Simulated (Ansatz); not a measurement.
# Run report: SiO2, geometry relaxation (part 3 of 3)

The same run, continued: SiO2 (12 atoms in the cell); DFT PBE, scalar-relativistic, plane waves, PAW, no spin polarisation (Ansatz 0.2.0); cutoff 420 eV, 6×6×4 k-mesh, Gaussian smearing of 0.02 eV. The structure derives from a Materials Project entry.

Geometry of the input (Å; fractional positions):
```
4.9926  0.0000  0.0000
0.0000  4.9926  0.0000
0.0000  0.0000  6.9339
Si 0.6987  0.6987  0.5000
Si 0.8013  0.1987  0.7500
Si 0.1987  0.8013  0.2500
Si 0.3013  0.3013  0.0000
O  0.8936  0.7614  0.3201
O  0.1064  0.2386  0.8201
O  0.7614  0.8936  0.6799
O  0.2614  0.6064  0.0701
O  0.2386  0.1064  0.1799
O  0.3936  0.7386  0.4299
O  0.6064  0.2614  0.9299
O  0.7386  0.3936  0.5701
```

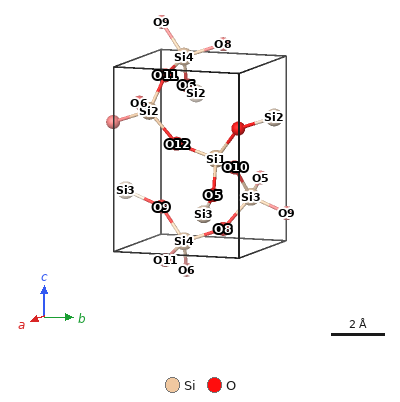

Figure 1. The geometry at step 7 of the log (ball-and-stick view of the cell of the calculation, seen slightly off an axis; neighbours outside the cell are drawn fainter; atoms are numbered from 1 in the order of the input).

Output, continued
```
--- Stress (GPa, compression-positive) ---
        0.002084       0.000000       0.000000
        0.000000       0.002084       0.000000
        0.000000       0.000000       0.006984
  P = ⅓ Tr σ = 0.0037 GPa (0.037 kbar)
--- Band table (eV; the first three rows and the last of 30) ---
  k-point 0: bands = ["-18.4091", "-17.5477", "-17.5477", "-16.4231", "-16.3954", "-16.3945", "-16.3794", "-16.3794", "-8.6333", "-6.5149", "-6.5149", "-4.8216", "-4.7465", "-4.7465", "-4.2806", "-4.1441", "-1.9399", "-1.9399", "-1.9292", "-1.4275", "-1.3750", "-1.1137", "-0.9234", "-0.8741", "-0.8741", "-0.3832", "-0.3832", "-0.2535", "0.2283", "0.6408", "0.6408", "0.8940", "6.4064", "9.5741", "9.5741", "9.7757", "9.7757", "10.2391", "10.5003", "11.6521", "11.6521", "11.8482", "11.8919", "12.0553"]
  k-point 1: bands = ["-18.3491", "-17.8982", "-17.1613", "-16.5248", "-16.3926", "-16.3925", "-16.3822", "-16.3811", "-8.4582", "-7.2862", "-5.7935", "-4.9239", "-4.7137", "-4.6501", "-4.3740", "-4.2407", "-1.9076", "-1.8818", "-1.8343", "-1.3737", "-1.3053", "-1.0927", "-1.0738", "-0.9385", "-0.9105", "-0.7741", "-0.1269", "0.0574", "0.2776", "0.4659", "0.5974", "0.7832", "6.7372", "8.6935", "9.7494", "10.0126", "10.2764", "10.3607", "10.3772", "11.2892", "11.3426", "11.7130", "11.8774", "12.1514"]
  k-point 2: bands = ["-18.1739", "-18.1739", "-16.7957", "-16.7957", "-16.3876", "-16.3876", "-16.3866", "-16.3866", "-7.9753", "-7.9753", "-5.2437", "-5.2437", "-4.5648", "-4.5648", "-4.4544", "-4.4544", "-1.8530", "-1.8530", "-1.5596", "-1.5596", "-1.1415", "-1.1415", "-1.0235", "-1.0235", "-1.0105", "-1.0105", "0.1545", "0.1545", "0.3979", "0.3979", "0.5032", "0.5032", "7.5967", "7.5967", "10.2305", "10.2305", "10.2511", "10.2511", "10.9395", "10.9395", "10.9967", "10.9967", "12.1736", "12.1736"]
  k-point 29: bands = ["-17.5226", "-17.5226", "-17.5226", "-17.5226", "-16.4369", "-16.4369", "-16.4369", "-16.4369", "-6.5377", "-6.5377", "-6.5377", "-6.5377", "-4.1806", "-4.1806", "-4.1806", "-4.1806", "-1.9937", "-1.9937", "-1.9937", "-1.9937", "-1.2741", "-1.2741", "-1.2741", "-1.2741", "-0.4304", "-0.4304", "-0.4304", "-0.4304", "0.2540", "0.2540", "0.2540", "0.2540", "9.9092", "9.9092", "9.9092", "9.9092", "10.4229", "10.4229", "10.4229", "10.4229", "11.1065", "11.1065", "11.1065", "11.1065"]
--- Relaxed structure (9 steps of the walk, 9 accepted, 3 SCFs on fresh bases) ---
  F+E_penalty+E_count = -7096.38151840 eV   max|allowed force component| = 3.692e-4 eV/Å   (the final SCF, on the basis selected at the relaxed cell)
  cell:  # Å, volume = 183.4330 Å³
    - [5.08327105560563, 1.7261996957379307e-34, 0.0]
    - [1.7261996957379307e-34, 5.08327105560563, 0.0]
    - [0.0, 0.0, 7.098898773744642]
  atoms:
    - { symbol: Si, position: [0.706062881842975, 0.706062881842975, 0.49999999999999994] }
    - { symbol: Si, position: [0.793937118157025, 0.20606288184297494, 0.75] }
    - { symbol: Si, position: [0.20606288184297494, 0.793937118157025, 0.24999999999999997] }
    - { symbol: Si, position: [0.29393711815702506, 0.29393711815702506, 5.2120645976199266e-21] }
    - { symbol: O, position: [0.9063931383050794, 0.7588500267216048, 0.32570415658978946] }
    - { symbol: O, position: [0.09360686169492066, 0.24114997327839524, 0.8257041565897894] }
    - { symbol: O, position: [0.7588500267216048, 0.9063931383050794, 0.6742958434102105] }
    - { symbol: O, position: [0.25885002672160473, 0.5936068616949206, 0.0757041565897894] }
    - { symbol: O, position: [0.24114997327839524, 0.09360686169492066, 0.17429584341021057] }
    - { symbol: O, position: [0.4063931383050794, 0.7411499732783952, 0.42429584341021054] }
    - { symbol: O, position: [0.5936068616949206, 0.25885002672160473, 0.9242958434102105] }
    - { symbol: O, position: [0.7411499732783952, 0.4063931383050794, 0.5757041565897895] }
```

Trajectory as extended XYZ (Å, eV, eV/Å), 12 frames, from step=1 to step=12
```
12
Lattice="4.9926 0.0000 0.0000 0.0000 4.9926 0.0000 0.0000 0.0000 6.9339" Properties=species:S:1:pos:R:3:forces:R:3 step=1 energy=-7096.29944 pressure_GPa=4.68
Si    3.4882    3.4882    3.4670    0.0423   0.0423   0.0000
Si    4.0008    0.9918    5.2004   -0.0423   0.0423   0.0000
Si    0.9918    4.0008    1.7335    0.0423  -0.0423   0.0000
Si    1.5045    1.5045    0.0000   -0.0423  -0.0423   0.0000
O     4.4613    3.8013    2.2196   -0.1538   0.0286  -0.2404
O     0.5314    1.1913    5.6866    0.1538  -0.0286  -0.2404
O     3.8013    4.4613    4.7143    0.0286  -0.1538   0.2404
O     1.3050    3.0277    0.4861    0.0286   0.1538  -0.2404
O     1.1913    0.5314    1.2474   -0.0286   0.1538   0.2404
O     1.9649    3.6876    2.9808   -0.1538  -0.0286   0.2404
O     3.0277    1.3050    6.4478    0.1538   0.0286   0.2404
O     3.6876    1.9649    3.9531   -0.0286  -0.1538  -0.2404
12
Lattice="5.0181 0.0000 0.0000 0.0000 5.0181 0.0000 0.0000 0.0000 6.9773" Properties=species:S:1:pos:R:3:forces:R:3 step=2 energy=-7096.34177 pressure_GPa=2.35
Si    3.5118    3.5118    3.4887    0.0420   0.0420   0.0000
Si    4.0154    1.0027    5.2330   -0.0420   0.0420   0.0000
Si    1.0027    4.0154    1.7443    0.0420  -0.0420   0.0000
Si    1.5063    1.5063    0.0000   -0.0420  -0.0420   0.0000
O     4.4923    3.8192    2.2369   -0.0866   0.0087  -0.1107
O     0.5258    1.1989    5.7256    0.0866  -0.0087  -0.1107
O     3.8192    4.4923    4.7404    0.0087  -0.0866   0.1107
O     1.3102    3.0349    0.4926    0.0087   0.0866  -0.1107
O     1.1989    0.5258    1.2517   -0.0087   0.0866   0.1107
O     1.9832    3.7079    2.9961   -0.0866  -0.0087   0.1107
O     3.0349    1.3102    6.4847    0.0866   0.0087   0.1107
O     3.7079    1.9832    3.9813   -0.0087  -0.0866  -0.1107
12
Lattice="5.0470 0.0000 0.0000 0.0000 5.0470 0.0000 0.0000 0.0000 7.0277" Properties=species:S:1:pos:R:3:forces:R:3 step=3 energy=-7096.35090 pressure_GPa=-0.01
Si    3.5405    3.5405    3.5139    0.0202   0.0202   0.0000
Si    4.0300    1.0170    5.2708   -0.0202   0.0202   0.0000
Si    1.0170    4.0300    1.7569    0.0202  -0.0202   0.0000
Si    1.5065    1.5065    0.0000   -0.0202  -0.0202   0.0000
O     4.5297    3.8390    2.2581   -0.0083  -0.0080   0.0161
O     0.5173    1.2080    5.7719    0.0083   0.0080   0.0161
O     3.8390    4.5297    4.7696   -0.0080  -0.0083  -0.0161
O     1.3155    3.0408    0.5011   -0.0080   0.0083   0.0161
O     1.2080    0.5173    1.2558    0.0080   0.0083  -0.0161
O     2.0062    3.7315    3.0127   -0.0083   0.0080  -0.0161
O     3.0408    1.3155    6.5266    0.0083  -0.0080  -0.0161
O     3.7315    2.0062    4.0150    0.0080  -0.0083   0.0161
12
Lattice="5.0520 0.0000 0.0000 0.0000 5.0520 0.0000 0.0000 0.0000 7.0377" Properties=species:S:1:pos:R:3:forces:R:3 step=4 energy=-7096.34955 pressure_GPa=0.02
Si    3.5478    3.5478    3.5188    0.0086   0.0086   0.0000
Si    4.0301    1.0218    5.2783   -0.0086   0.0086   0.0000
Si    1.0218    4.0301    1.7594    0.0086  -0.0086   0.0000
Si    1.5042    1.5042    0.0000   -0.0086  -0.0086   0.0000
O     4.5412    3.8411    2.2661   -0.0024  -0.0038   0.0038
O     0.5108    1.2108    5.7850    0.0024   0.0038   0.0038
O     3.8411    4.5412    4.7716   -0.0038  -0.0024  -0.0038
O     1.3152    3.0368    0.5067   -0.0038   0.0024   0.0038
O     1.2108    0.5108    1.2527    0.0038   0.0024  -0.0038
O     2.0152    3.7368    3.0121   -0.0024   0.0038  -0.0038
O     3.0368    1.3152    6.5310    0.0024  -0.0038  -0.0038
O     3.7368    2.0152    4.0256    0.0038  -0.0024   0.0038
12
Lattice="5.0560 0.0000 0.0000 0.0000 5.0560 0.0000 0.0000 0.0000 7.0448" Properties=species:S:1:pos:R:3:forces:R:3 step=5 energy=-7096.34823 pressure_GPa=0.00
Si    3.5537    3.5537    3.5224   -0.0008  -0.0008   0.0000
Si    4.0302    1.0258    5.2836    0.0008  -0.0008   0.0000
Si    1.0258    4.0302    1.7612   -0.0008   0.0008   0.0000
Si    1.5022    1.5022    0.0000    0.0008   0.0008   0.0000
O     4.5501    3.8428    2.2716    0.0004  -0.0003   0.0012
O     0.5058    1.2131    5.7940   -0.0004   0.0003   0.0012
O     3.8428    4.5501    4.7732   -0.0003   0.0004  -0.0012
O     1.3148    3.0338    0.5104   -0.0003  -0.0004   0.0012
O     1.2131    0.5058    1.2508    0.0003  -0.0004  -0.0012
O     2.0222    3.7411    3.0120    0.0004   0.0003  -0.0012
O     3.0338    1.3148    6.5343   -0.0004  -0.0003  -0.0012
O     3.7411    2.0222    4.0328    0.0003   0.0004   0.0012
12
Lattice="5.0560 0.0000 0.0000 0.0000 5.0560 0.0000 0.0000 0.0000 7.0448" Properties=species:S:1:pos:R:3:forces:R:3 step=6 energy=-7096.37833 pressure_GPa=0.30
Si    3.5537    3.5537    3.5224   -0.0008  -0.0008   0.0000
Si    4.0302    1.0258    5.2836    0.0008  -0.0008   0.0000
Si    1.0258    4.0302    1.7612   -0.0008   0.0008   0.0000
Si    1.5022    1.5022    0.0000    0.0008   0.0008   0.0000
O     4.5501    3.8428    2.2716    0.0002  -0.0003   0.0012
O     0.5058    1.2131    5.7940   -0.0002   0.0003   0.0012
O     3.8428    4.5501    4.7732   -0.0003   0.0002  -0.0012
O     1.3148    3.0338    0.5104   -0.0003  -0.0002   0.0012
O     1.2131    0.5058    1.2508    0.0003  -0.0002  -0.0012
O     2.0222    3.7411    3.0120    0.0002   0.0003  -0.0012
O     3.0338    1.3148    6.5343   -0.0002  -0.0003  -0.0012
O     3.7411    2.0222    4.0328    0.0003   0.0002   0.0012
12
Lattice="5.0725 0.0000 0.0000 0.0000 5.0725 0.0000 0.0000 0.0000 7.0759" Properties=species:S:1:pos:R:3:forces:R:3 step=7 energy=-7096.37429 pressure_GPa=0.04
Si    3.5741    3.5741    3.5380    0.0067   0.0067   0.0000
Si    4.0347    1.0378    5.3069   -0.0067   0.0067   0.0000
Si    1.0378    4.0347    1.7690    0.0067  -0.0067   0.0000
Si    1.4985    1.4985    0.0000   -0.0067  -0.0067   0.0000
O     4.5835    3.8518    2.2949    0.0000   0.0004   0.0018
O     0.4891    1.2208    5.8328    0.0000  -0.0004   0.0018
O     3.8518    4.5835    4.7810    0.0004   0.0000  -0.0018
O     1.3155    3.0253    0.5259    0.0004   0.0000   0.0018
O     1.2208    0.4891    1.2431   -0.0004   0.0000  -0.0018
O     2.0472    3.7570    3.0120    0.0000  -0.0004  -0.0018
O     3.0253    1.3155    6.5500    0.0000   0.0004  -0.0018
O     3.7570    2.0472    4.0639   -0.0004   0.0000   0.0018
12
Lattice="5.0774 0.0000 0.0000 0.0000 5.0774 0.0000 0.0000 0.0000 7.0907" Properties=species:S:1:pos:R:3:forces:R:3 step=8 energy=-7096.37205 pressure_GPa=0.03
Si    3.5826    3.5826    3.5454   -0.0018  -0.0018   0.0000
Si    4.0335    1.0439    5.3180    0.0018  -0.0018   0.0000
Si    1.0439    4.0335    1.7727   -0.0018   0.0018   0.0000
Si    1.4948    1.4948    0.0000    0.0018   0.0018   0.0000
O     4.5964    3.8541    2.3049   -0.0045  -0.0017   0.0070
O     0.4810    1.2233    5.8503    0.0045   0.0017   0.0070
O     3.8541    4.5964    4.7858   -0.0017  -0.0045  -0.0070
O     1.3154    3.0197    0.5323   -0.0017   0.0045   0.0070
O     1.2233    0.4810    1.2404    0.0017   0.0045  -0.0070
O     2.0577    3.7620    3.0131   -0.0045   0.0017  -0.0070
O     3.0197    1.3154    6.5585    0.0045  -0.0017  -0.0070
O     3.7620    2.0577    4.0776    0.0017  -0.0045   0.0070
12
Lattice="5.0803 0.0000 0.0000 0.0000 5.0803 0.0000 0.0000 0.0000 7.0914" Properties=species:S:1:pos:R:3:forces:R:3 step=9 energy=-7096.37130 pressure_GPa=-0.01
Si    3.5851    3.5851    3.5457    0.0000   0.0000   0.0000
Si    4.0354    1.0449    5.3186    0.0000   0.0000   0.0000
Si    1.0449    4.0354    1.7729    0.0000   0.0000   0.0000
Si    1.4952    1.4952    0.0000    0.0000   0.0000   0.0000
O     4.6008    3.8559    2.3068    0.0004   0.0000   0.0002
O     0.4795    1.2244    5.8525   -0.0004   0.0000   0.0002
O     3.8559    4.6008    4.7846    0.0000   0.0004  -0.0002
O     1.3158    3.0197    0.5339    0.0000  -0.0004   0.0002
O     1.2244    0.4795    1.2389    0.0000  -0.0004  -0.0002
O     2.0607    3.7646    3.0118    0.0004   0.0000  -0.0002
O     3.0197    1.3158    6.5575   -0.0004   0.0000  -0.0002
O     3.7646    2.0607    4.0797    0.0000   0.0004   0.0002
12
Lattice="5.0803 0.0000 0.0000 0.0000 5.0803 0.0000 0.0000 0.0000 7.0914" Properties=species:S:1:pos:R:3:forces:R:3 step=10 energy=-7096.38153 pressure_GPa=0.04
Si    3.5851    3.5851    3.5457   -0.0001  -0.0001   0.0000
Si    4.0354    1.0449    5.3186    0.0001  -0.0001   0.0000
Si    1.0449    4.0354    1.7729   -0.0001   0.0001   0.0000
Si    1.4952    1.4952    0.0000    0.0001   0.0001   0.0000
O     4.6008    3.8559    2.3068    0.0004   0.0000   0.0003
O     0.4795    1.2244    5.8525   -0.0004   0.0000   0.0003
O     3.8559    4.6008    4.7846    0.0000   0.0004  -0.0003
O     1.3158    3.0197    0.5339    0.0000  -0.0004   0.0003
O     1.2244    0.4795    1.2389    0.0000  -0.0004  -0.0003
O     2.0607    3.7646    3.0118    0.0004   0.0000  -0.0003
O     3.0197    1.3158    6.5575   -0.0004   0.0000  -0.0003
O     3.7646    2.0607    4.0797    0.0000   0.0004   0.0003
12
Lattice="5.0833 0.0000 0.0000 0.0000 5.0833 0.0000 0.0000 0.0000 7.0989" Properties=species:S:1:pos:R:3:forces:R:3 step=11 energy=-7096.38032 pressure_GPa=0.00
Si    3.5891    3.5891    3.5494    0.0003   0.0003   0.0000
Si    4.0358    1.0475    5.3242   -0.0003   0.0003   0.0000
Si    1.0475    4.0358    1.7747    0.0003  -0.0003   0.0000
Si    1.4942    1.4942    0.0000   -0.0003  -0.0003   0.0000
O     4.6074    3.8574    2.3121    0.0004  -0.0001   0.0003
O     0.4758    1.2258    5.8616   -0.0004   0.0001   0.0003
O     3.8574    4.6074    4.7868   -0.0001   0.0004  -0.0003
O     1.3158    3.0175    0.5374   -0.0001  -0.0004   0.0003
O     1.2258    0.4758    1.2373    0.0001  -0.0004  -0.0003
O     2.0658    3.7675    3.0120    0.0004   0.0001  -0.0003
O     3.0175    1.3158    6.5615   -0.0004  -0.0001  -0.0003
O     3.7675    2.0658    4.0869    0.0001   0.0004   0.0003
12
Lattice="5.0833 0.0000 0.0000 0.0000 5.0833 0.0000 0.0000 0.0000 7.0989" Properties=species:S:1:pos:R:3:forces:R:3 step=12 energy=-7096.38152 pressure_GPa=0.00
Si    3.5891    3.5891    3.5494    0.0003   0.0003   0.0000
Si    4.0358    1.0475    5.3242   -0.0003   0.0003   0.0000
Si    1.0475    4.0358    1.7747    0.0003  -0.0003   0.0000
Si    1.4942    1.4942    0.0000   -0.0003  -0.0003   0.0000
O     4.6074    3.8574    2.3121    0.0004  -0.0001   0.0003
O     0.4758    1.2258    5.8616   -0.0004   0.0001   0.0003
O     3.8574    4.6074    4.7868   -0.0001   0.0004  -0.0003
O     1.3158    3.0175    0.5374   -0.0001  -0.0004   0.0003
O     1.2258    0.4758    1.2373    0.0001  -0.0004  -0.0003
O     2.0658    3.7675    3.0120    0.0004   0.0001  -0.0003
O     3.0175    1.3158    6.5615   -0.0004  -0.0001  -0.0003
O     3.7675    2.0658    4.0869    0.0001   0.0004   0.0003
```
